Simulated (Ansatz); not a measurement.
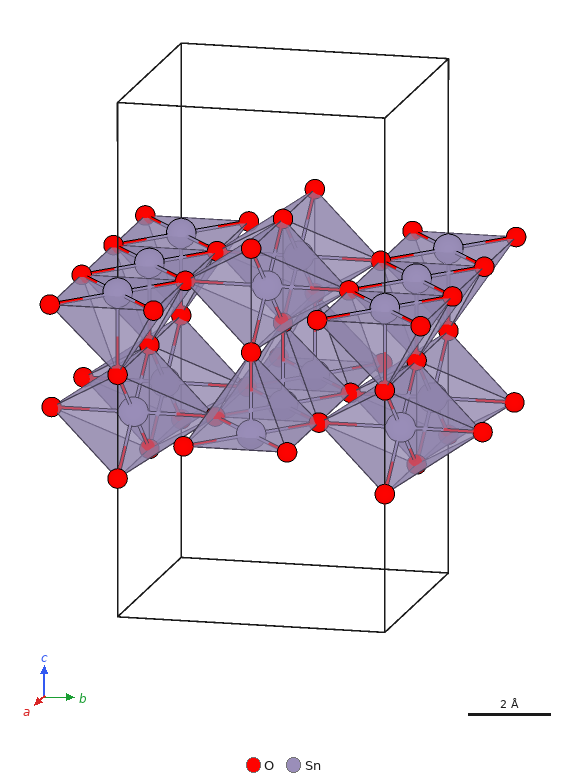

Fig. 1: The structure as given in the input (polyhedral view of the cell of the calculation, with the vacuum cut short, seen slightly off an axis; polyhedra are completed across the faces of the cell). An atom can appear more than once, as a periodic image.

Geometry relaxation of SnO2 (part 1 of 3)

SnO2 (slab, 24 atoms in the cell), computed with DFT PBE+D3(BJ), scalar-relativistic, plane waves, PAW, no spin polarisation (Ansatz 0.2.0).

The structure derives from an entry of the Crystallography Open Database. The input holds or restrains some coordinates. Forces given for the steps count only the free coordinates. It belongs to a series of runs on one base structure; here: clean slab, lower planes held.

**Output**
```
Engine: ansatz 0.2.0, aarch64-unknown-linux-gnu
Pseudopotentials: kind: paw
Pseudopotential: O, paw, valence charge 6, recommended cutoff 420 eV (normal), O.paw.azcp
Pseudopotential: Sn, paw, valence charge 14, recommended cutoff 420 eV (normal), Sn.paw.azcp
Functional definition: PBE
  parameter kappa = 0.804
  parameter beta = 0.06672455060314922
  exchange = pbe_x(kappa = kappa, mu = beta*pi^2/3)
  correlation = pbe_c(beta = beta)
Crystal: 24 atoms, lattice volume = 964.161 Å³
Basis set: ecut = 420 eV, 18883 PW (Γ), exchange–correlation on 90×96×300 points (8 copies of the dense FFT grid, shifted against one another)
Bands: 128, of which v1, the nominal top of the filled ones, is band 104 counted from 1 (103 counted from 0)
Symmetry: 8 space group operations
k-points: 4 of 6
Non-local potential: O, projectors of the file, l = 0: 2, l = 1: 2, l = 2: 1
Non-local potential: Sn, projectors of the file, l = 0: 2, l = 1: 2, l = 2: 2, l = 3: 2
PAW form: soft (Blöchl's): semilocal exchange-correlation on the pseudo side does not see the compensation charge
PAW one-centre angular grid: O, 110 points (default); XC on 64 Gauss nodes
PAW one-centre angular grid: Sn, 590 points (default); XC on 64 Gauss nodes
Initial density: superposition of atomic densities (neutral atoms: chi_scale 0, normalization atom), corrected by the library's trained network
Initial wavefunctions: pseudopotential atomic-orbital guess
Functional: x = pbe(κ = 0.804, μ = 0.2195149727645171), c = pbe(β = 0.06672455060314922)
SCF iter   1: F=—  HF=-57268.061363 eV  |F-HF|=—  |Δ(HF+E_count)|=         —  Δρ=4.81e-3  dr2=3.83e-1  ethr=1.77e-3  p=0.000 e·Å  D=8.81e-14 V/Å  ΔV_dip=-0.00 eV  dr2_dipole=5.55e-8  V_vac-E_F(+/−)=6.58/6.58 eV  ⟨swp⟩=7.5  Hψ=2319  notcnv=0  defer=26
efield: sawtooth ramp at fractional position 0.9800 (placed from the atoms, in the widest stretch of the axis that holds none; the zero of the levels goes with the place), width 0.0400; the density the first Hamiltonian is built on has a dipole p = 0.000 e·Å; the dipole correction subtracts the counter field D = 8.81e-14 V/Å, which shifts the + side's vacuum level by -0.00 eV against the − side's; the planar-averaged density in the ramp window peaks in size at 9.5e-7 e/Å³
preconditioner: auto → Resta (q_TF=auto, 2.113 Å⁻¹)  ε∞=1.9  [insulator: Δε(μ)=0.493 eV  Ē_g=17.932 eV  σ=0.050 eV  W_gap=1.00  n_scr=146 (ndim 8)  ℏωp=17.2 eV  f_vac=0.651  D(μ)=0.00/eV (n_scr^D=0)  ε∞_Penn≈1.9  vacuum switching on, ρ_ref=2.3e-2 e/Å³]
SCF iter   2: F=—  HF=-57268.078422 eV  |F-HF|=—  |Δ(HF+E_count)|=   1.71e-2  Δρ=6.91e-3  dr2=5.43e-1  ethr=1.84e-4  p=0.000 e·Å  D=3.96e-5 V/Å  ΔV_dip=-0.00 eV  dr2_dipole=2.62e-7  V_vac-E_F(+/−)=6.54/6.54 eV  ⟨swp⟩=3.0  Hψ=835  notcnv=0  defer=76
SCF iter   3: F=—  HF=-57268.001716 eV  |F-HF|=—  |Δ(HF+E_count)|=   7.67e-2  Δρ=1.59e-3  dr2=1.23e-2  ethr=1.84e-4  p=0.000 e·Å  D=9.47e-6 V/Å  ΔV_dip=-0.00 eV  dr2_dipole=5.15e-9  V_vac-E_F(+/−)=6.61/6.61 eV  ⟨swp⟩=2.0  Hψ=661  notcnv=0  defer=76
SCF iter   4: F=—  HF=-57268.001212 eV  |F-HF|=—  |Δ(HF+E_count)|=   5.03e-4  Δρ=4.59e-4  dr2=2.94e-3  ethr=5.94e-6  p=0.000 e·Å  D=2.39e-6 V/Å  ΔV_dip=-0.00 eV  dr2_dipole=2.74e-8  V_vac-E_F(+/−)=6.65/6.65 eV  ⟨swp⟩=2.2  Hψ=902  notcnv=0  defer=76
SCF iter   5: F=—  HF=-57268.000735 eV  |F-HF|=—  |Δ(HF+E_count)|=   4.77e-4  Δρ=1.34e-4  dr2=2.13e-4  ethr=1.41e-6  p=-0.000 e·Å  D=-1.80e-5 V/Å  ΔV_dip=0.00 eV  dr2_dipole=9.02e-8  V_vac-E_F(+/−)=6.66/6.66 eV  ⟨swp⟩=2.0  Hψ=626  notcnv=0  defer=76
SCF iter   6: F=—  HF=-57268.000787 eV  |F-HF|=—  |Δ(HF+E_count)|=   5.19e-5  Δρ=6.13e-5  dr2=3.42e-5  ethr=1.02e-7  p=0.000 e·Å  D=4.73e-5 V/Å  ΔV_dip=-0.00 eV  dr2_dipole=5.51e-7  V_vac-E_F(+/−)=6.66/6.66 eV  ⟨swp⟩=2.8  Hψ=922  notcnv=0  defer=76
SCF iter   7: F=-57268.000793 eV  HF=-57268.000803 eV  |F-HF|=1.01e-5  |Δ(HF+E_count)|=   1.60e-5  Δρ=3.70e-5  dr2=1.50e-5  ethr=1.08e-8  p=-0.000 e·Å  D=-7.19e-5 V/Å  ΔV_dip=0.00 eV  dr2_dipole=1.31e-6  V_vac-E_F(+/−)=6.66/6.66 eV  ⟨swp⟩=19.2  Hψ=2930  notcnv=0
SCF 1 converged in 7 iterations: F = -57268.000793 eV  dr2 = 1.50e-5
  greatest PAW one-centre occupation: 0.996 electrons in one spin orbital (limit 2), on the Sn atom at site 5 (counted from 0), in its partial waves of l = 2
relax step   1: F+E_penalty+E_count = -57268.00079264 eV  Δ(F+E_penalty+E_count) = +0.000e0 eV  max|allowed force component| = 2.697e0 eV/Å  Δτ_max = 0.0000 Å  (7 SCF iters, dr2 threshold 2.25e-5 eV, accepted)
Initial density: handed on by an earlier stage of this run
Initial wavefunctions: those handed on with the density
iter 1 solved again at ethr=3.98e-4 eV; its pass at ethr=3.10e-3 eV (dr2=8.27e-1 eV) is discarded
SCF iter   1: F=—  HF=-57269.140924 eV  |F-HF|=—  |Δ(HF+E_count)|=         —  Δρ=1.08e-2  dr2=8.31e-1  ethr=3.98e-4  p=-0.000 e·Å  D=-7.08e-5 V/Å  ΔV_dip=0.00 eV  dr2_dipole=2.69e-2  V_vac-E_F(+/−)=6.64/6.64 eV  ⟨swp⟩=1.5  Hψ=1909  notcnv=0  defer=71
efield: sawtooth ramp at fractional position 0.9800 (handed on by an earlier solve), width 0.0400; the density the first Hamiltonian is built on has a dipole p = -0.000 e·Å; the dipole correction subtracts the counter field D = -7.08e-5 V/Å, which shifts the + side's vacuum level by +0.00 eV against the − side's; the planar-averaged density in the ramp window peaks in size at 1.6e-6 e/Å³
preconditioner: auto → Resta (q_TF=auto, 2.113 Å⁻¹)  ε∞=1.9  [insulator: Δε(μ)=0.390 eV  Ē_g=17.989 eV  σ=0.050 eV  W_gap=1.00  n_scr=146 (ndim 8)  ℏωp=17.2 eV  f_vac=0.651  D(μ)=0.00/eV (n_scr^D=0)  ε∞_Penn≈1.9  vacuum switching on, ρ_ref=2.3e-2 e/Å³]
SCF iter   2: F=—  HF=-57268.925399 eV  |F-HF|=—  |Δ(HF+E_count)|=   2.16e-1  Δρ=5.50e-3  dr2=1.65e-1  ethr=3.98e-4  p=-0.139 e·Å  D=-2.61e-2 V/Å  ΔV_dip=0.57 eV  dr2_dipole=5.58e-3  V_vac-E_F(+/−)=7.05/6.48 eV  ⟨swp⟩=2.8  Hψ=734  notcnv=0  defer=71
SCF iter   3: F=—  HF=-57268.905969 eV  |F-HF|=—  |Δ(HF+E_count)|=   1.94e-2  Δρ=3.37e-3  dr2=1.08e-1  ethr=7.94e-5  p=-0.060 e·Å  D=-1.12e-2 V/Å  ΔV_dip=0.25 eV  dr2_dipole=9.38e-3  V_vac-E_F(+/−)=6.84/6.60 eV  ⟨swp⟩=2.0  Hψ=831  notcnv=0  defer=76
SCF iter   4: F=—  HF=-57268.894895 eV  |F-HF|=—  |Δ(HF+E_count)|=   1.11e-2  Δρ=1.93e-3  dr2=4.36e-2  ethr=5.21e-5  p=-0.116 e·Å  D=-2.17e-2 V/Å  ΔV_dip=0.48 eV  dr2_dipole=3.45e-3  V_vac-E_F(+/−)=7.00/6.52 eV  ⟨swp⟩=2.0  Hψ=664  notcnv=0  defer=76
SCF iter   5: F=—  HF=-57268.888820 eV  |F-HF|=—  |Δ(HF+E_count)|=   6.08e-3  Δρ=5.19e-4  dr2=1.62e-3  ethr=2.10e-5  p=-0.095 e·Å  D=-1.78e-2 V/Å  ΔV_dip=0.39 eV  dr2_dipole=1.49e-5  V_vac-E_F(+/−)=6.98/6.59 eV  ⟨swp⟩=2.0  Hψ=756  notcnv=0  defer=76
SCF iter   6: F=—  HF=-57268.888860 eV  |F-HF|=—  |Δ(HF+E_count)|=   4.02e-5  Δρ=1.88e-4  dr2=2.66e-4  ethr=7.81e-7  p=-0.098 e·Å  D=-1.84e-2 V/Å  ΔV_dip=0.40 eV  dr2_dipole=1.16e-5  V_vac-E_F(+/−)=6.98/6.58 eV  ⟨swp⟩=2.0  Hψ=683  notcnv=0  defer=76
SCF iter   7: F=-57268.888850 eV  HF=-57268.888896 eV  |F-HF|=4.52e-5  |Δ(HF+E_count)|=   3.56e-5  Δρ=9.59e-5  dr2=9.29e-5  ethr=4.81e-8  p=-0.095 e·Å  D=-1.79e-2 V/Å  ΔV_dip=0.39 eV  dr2_dipole=3.32e-6  V_vac-E_F(+/−)=6.98/6.59 eV  ⟨swp⟩=19.8  Hψ=3217  notcnv=0
SCF 2 converged in 7 iterations: F = -57268.888850 eV  dr2 = 9.29e-5
  greatest PAW one-centre occupation: 0.996 electrons in one spin orbital (limit 2), on the Sn atom at site 15 (counted from 0), in its partial waves of l = 2
relax step   2: F+E_penalty+E_count = -57268.88885038 eV  Δ(F+E_penalty+E_count) = -8.881e-1 eV  max|allowed force component| = 9.084e-1 eV/Å  Δτ_max = 0.1730 Å  (7 SCF iters, dr2 threshold 1.00e-4 eV, accepted)
SCF iter   1: F=—  HF=-57268.978352 eV  |F-HF|=—  |Δ(HF+E_count)|=         —  Δρ=2.82e-3  dr2=5.79e-2  ethr=2.23e-4  p=-0.095 e·Å  D=-1.79e-2 V/Å  ΔV_dip=0.39 eV  dr2_dipole=5.28e-4  V_vac-E_F(+/−)=7.00/6.60 eV  ⟨swp⟩=3.8  Hψ=1026  notcnv=0  defer=72
efield: sawtooth ramp at fractional position 0.9800 (handed on by an earlier solve), width 0.0400; the density the first Hamiltonian is built on has a dipole p = -0.095 e·Å; the dipole correction subtracts the counter field D = -1.79e-2 V/Å, which shifts the + side's vacuum level by +0.39 eV against the − side's; the planar-averaged density in the ramp window peaks in size at 1.9e-6 e/Å³
preconditioner: auto → Resta (q_TF=auto, 2.113 Å⁻¹)  ε∞=1.9  [insulator: Δε(μ)=0.480 eV  Ē_g=18.044 eV  σ=0.050 eV  W_gap=1.00  n_scr=146 (ndim 8)  ℏωp=17.2 eV  f_vac=0.652  D(μ)=0.00/eV (n_scr^D=0)  ε∞_Penn≈1.9  vacuum switching on, ρ_ref=2.4e-2 e/Å³]
SCF iter   2: F=—  HF=-57268.960010 eV  |F-HF|=—  |Δ(HF+E_count)|=   1.83e-2  Δρ=1.24e-3  dr2=1.12e-2  ethr=2.78e-5  p=-0.071 e·Å  D=-1.33e-2 V/Å  ΔV_dip=0.29 eV  dr2_dipole=2.34e-4  V_vac-E_F(+/−)=6.90/6.61 eV  ⟨swp⟩=2.0  Hψ=822  notcnv=0  defer=72
SCF iter   3: F=—  HF=-57268.958660 eV  |F-HF|=—  |Δ(HF+E_count)|=   1.35e-3  Δρ=9.51e-4  dr2=9.03e-3  ethr=5.41e-6  p=-0.051 e·Å  D=-9.64e-3 V/Å  ΔV_dip=0.21 eV  dr2_dipole=7.42e-4  V_vac-E_F(+/−)=6.82/6.61 eV  ⟨swp⟩=2.0  Hψ=660  notcnv=0  defer=72
SCF iter   4: F=—  HF=-57268.957211 eV  |F-HF|=—  |Δ(HF+E_count)|=   1.45e-3  Δρ=3.16e-4  dr2=1.02e-3  ethr=4.34e-6  p=-0.066 e·Å  D=-1.24e-2 V/Å  ΔV_dip=0.27 eV  dr2_dipole=1.42e-4  V_vac-E_F(+/−)=6.88/6.60 eV  ⟨swp⟩=2.0  Hψ=648  notcnv=0  defer=72
SCF iter   5: F=—  HF=-57268.957108 eV  |F-HF|=—  |Δ(HF+E_count)|=   1.03e-4  Δρ=1.53e-4  dr2=1.88e-4  ethr=4.89e-7  p=-0.060 e·Å  D=-1.12e-2 V/Å  ΔV_dip=0.25 eV  dr2_dipole=5.18e-6  V_vac-E_F(+/−)=6.85/6.60 eV  ⟨swp⟩=2.0  Hψ=706  notcnv=0  defer=72
SCF iter   6: F=-57268.957084 eV  HF=-57268.957096 eV  |F-HF|=1.21e-5  |Δ(HF+E_count)|=   1.19e-5  Δρ=6.19e-5  dr2=2.88e-5  ethr=2.48e-8  p=-0.061 e·Å  D=-1.14e-2 V/Å  ΔV_dip=0.25 eV  dr2_dipole=5.73e-8  V_vac-E_F(+/−)=6.86/6.60 eV  ⟨swp⟩=17.0  Hψ=2898  notcnv=0
SCF 3 converged in 6 iterations: F = -57268.957084 eV  dr2 = 2.88e-5
relax step   3: F+E_penalty+E_count = -57268.95708358 eV  Δ(F+E_penalty+E_count) = -6.823e-2 eV  max|allowed force component| = 8.731e-2 eV/Å  Δτ_max = 0.0398 Å  (6 SCF iters, dr2 threshold 5.16e-5 eV, accepted)
SCF iter   1: F=—  HF=-57268.958553 eV  |F-HF|=—  |Δ(HF+E_count)|=         —  Δρ=5.28e-4  dr2=2.02e-3  ethr=8.68e-6  p=-0.061 e·Å  D=-1.14e-2 V/Å  ΔV_dip=0.25 eV  dr2_dipole=2.57e-5  V_vac-E_F(+/−)=6.85/6.60 eV  ⟨swp⟩=2.0  Hψ=894  notcnv=0  defer=62
efield: sawtooth ramp at fractional position 0.9800 (handed on by an earlier solve), width 0.0400; the density the first Hamiltonian is built on has a dipole p = -0.061 e·Å; the dipole correction subtracts the counter field D = -1.14e-2 V/Å, which shifts the + side's vacuum level by +0.25 eV against the − side's; the planar-averaged density in the ramp window peaks in size at 2.0e-6 e/Å³
preconditioner: auto → Resta (q_TF=auto, 2.113 Å⁻¹)  ε∞=1.9  [insulator: Δε(μ)=0.489 eV  Ē_g=18.031 eV  σ=0.050 eV  W_gap=1.00  n_scr=146 (ndim 8)  ℏωp=17.2 eV  f_vac=0.652  D(μ)=0.00/eV (n_scr^D=0)  ε∞_Penn≈1.9  vacuum switching on, ρ_ref=2.4e-2 e/Å³]
SCF iter   2: F=—  HF=-57268.958162 eV  |F-HF|=—  |Δ(HF+E_count)|=   3.91e-4  Δρ=3.17e-4  dr2=1.10e-3  ethr=9.72e-7  p=-0.057 e·Å  D=-1.06e-2 V/Å  ΔV_dip=0.23 eV  dr2_dipole=1.43e-4  V_vac-E_F(+/−)=6.84/6.61 eV  ⟨swp⟩=2.2  Hψ=796  notcnv=0  defer=63
SCF iter   3: F=—  HF=-57268.958029 eV  |F-HF|=—  |Δ(HF+E_count)|=   1.33e-4  Δρ=1.97e-4  dr2=3.96e-4  ethr=5.30e-7  p=-0.064 e·Å  D=-1.21e-2 V/Å  ΔV_dip=0.27 eV  dr2_dipole=4.34e-5  V_vac-E_F(+/−)=6.87/6.61 eV  ⟨swp⟩=2.0  Hψ=648  notcnv=0  defer=63
SCF iter   4: F=—  HF=-57268.957982 eV  |F-HF|=—  |Δ(HF+E_count)|=   4.75e-5  Δρ=9.96e-5  dr2=8.22e-5  ethr=1.91e-7  p=-0.062 e·Å  D=-1.17e-2 V/Å  ΔV_dip=0.26 eV  dr2_dipole=1.81e-6  V_vac-E_F(+/−)=6.86/6.60 eV  ⟨swp⟩=2.0  Hψ=612  notcnv=0  defer=63
SCF iter   5: F=—  HF=-57268.957876 eV  |F-HF|=—  |Δ(HF+E_count)|=   1.06e-4  Δρ=3.61e-5  dr2=7.38e-6  ethr=3.95e-8  p=-0.062 e·Å  D=-1.17e-2 V/Å  ΔV_dip=0.26 eV  dr2_dipole=3.67e-7  V_vac-E_F(+/−)=6.86/6.61 eV  ⟨swp⟩=2.0  Hψ=847  notcnv=0  defer=63
SCF iter   6: F=—  HF=-57268.957876 eV  |F-HF|=—  |Δ(HF+E_count)|=   3.33e-8  Δρ=1.24e-5  dr2=8.10e-7  ethr=3.55e-9  p=-0.062 e·Å  D=-1.17e-2 V/Å  ΔV_dip=0.26 eV  dr2_dipole=2.35e-9  V_vac-E_F(+/−)=6.86/6.61 eV  ⟨swp⟩=2.0  Hψ=620  notcnv=0  defer=63
iter 7 did not close the SCF: its close was put off until two iterations running show no level that it waits for move by more than its bar (scf_convergence_deferred on its scf_iter line)
SCF iter   7: F=-57268.957876 eV  HF=-57268.957876 eV  |F-HF|=2.03e-8  |Δ(HF+E_count)|=   1.24e-7  Δρ=3.28e-6  dr2=6.48e-8  ethr=4.81e-11  p=-0.062 e·Å  D=-1.16e-2 V/Å  ΔV_dip=0.26 eV  dr2_dipole=4.20e-10  V_vac-E_F(+/−)=6.86/6.61 eV  ⟨swp⟩=14.0  Hψ=2937  notcnv=0
iter 8 did not close the SCF: its close was put off until two iterations running show no level that it waits for move by more than its bar (scf_convergence_deferred on its scf_iter line)
SCF iter   8: F=-57268.957876 eV  HF=-57268.957876 eV  |F-HF|=3.60e-9  |Δ(HF+E_count)|=   3.23e-8  Δρ=1.31e-6  dr2=9.74e-9  ethr=3.12e-11  p=-0.062 e·Å  D=-1.16e-2 V/Å  ΔV_dip=0.26 eV  dr2_dipole=4.68e-11  V_vac-E_F(+/−)=6.86/6.61 eV  ⟨swp⟩=3.0  Hψ=1728  notcnv=0
SCF iter   9: F=-57268.957876 eV  HF=-57268.957876 eV  |F-HF|=1.11e-9  |Δ(HF+E_count)|=   6.02e-9  Δρ=5.67e-7  dr2=1.33e-9  ethr=4.68e-12  p=-0.062 e·Å  D=-1.16e-2 V/Å  ΔV_dip=0.26 eV  dr2_dipole=9.53e-14  V_vac-E_F(+/−)=6.86/6.61 eV  ⟨swp⟩=3.0  Hψ=1448  notcnv=0
SCF 4 converged in 9 iterations: F = -57268.957876 eV  dr2 = 1.33e-9
relax step   4: F+E_penalty+E_count = -57268.95787618 eV  Δ(F+E_penalty+E_count) = -7.926e-4 eV  max|allowed force component| = 2.925e-2 eV/Å  Δτ_max = 0.0100 Å  (9 SCF iters, accepted)
```
